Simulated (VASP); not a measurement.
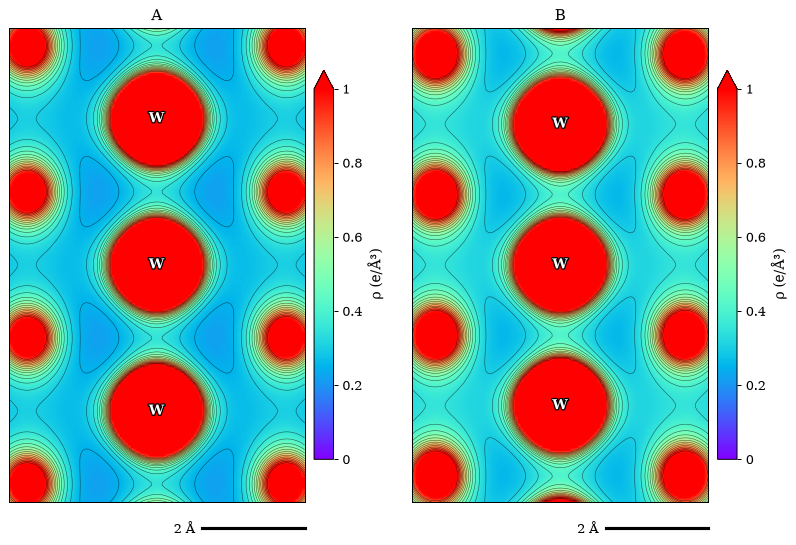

W. The valence charge density (pseudo) of two cells that differ in size, on the (11̄0) plane of each (indices in the axes of the calculation cell), at one length scale and on one colour scale: A has 18.0 Å³ an atom and B 16.1.

Theory: Kohn-Sham DFT of a periodic cell, PBEsol, VASP PAW PBE potentials, recommended (VASP).

Question: What changes from the larger cell to the smaller?

Answer: From the larger cell to the smaller, W–W goes from 2.86 to 2.75 Å, and the density at its midpoint from 0.35 to 0.41 e/Å³; the pressure goes from −27 to 0.6 GPa.
